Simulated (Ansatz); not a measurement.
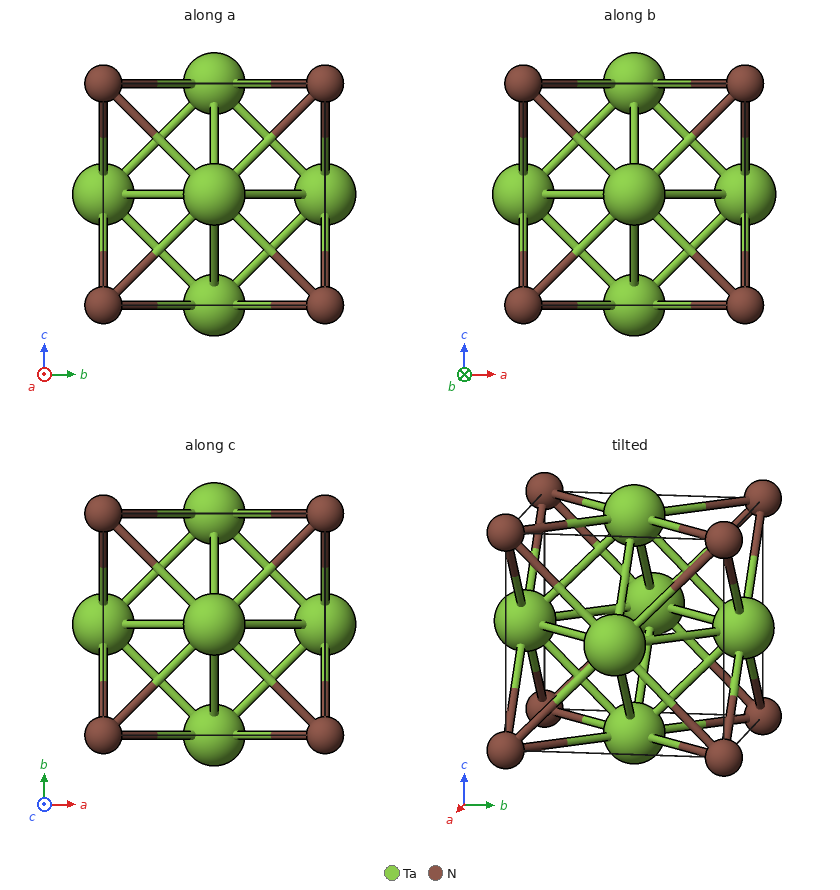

The figure gives a ball-and-stick picture of the atoms, viewed along the a axis, along the b axis, along the c axis and slightly off an axis. The frame is the conventional unit cell; atoms at its boundary are shown with their periodic copies.

Lattice parameters: a = 3.965 Å, b = 3.965 Å, c = 3.965 Å, α = 90.00°, β = 90.00°, γ = 90.00°. Put a along x and b in the xy plane.

Express the structure as a POSCAR file.

Answer.
```
Ta N
1.0
     3.965    0.000    0.000
     0.000    3.965    0.000
     0.000    0.000    3.965
Ta N
3 1
Direct
  0.0000 0.5000 0.5000
  0.5000 0.0000 0.5000
  0.5000 0.5000 0.0000
  0.0000 0.0000 0.0000
```

It goes back to a structure type filled with these elements by a generator (whether the compound takes this form wasn't checked). The structure drawn was relaxed with DFT PBE, scalar-relativistic, plane waves, PAW in Ansatz.
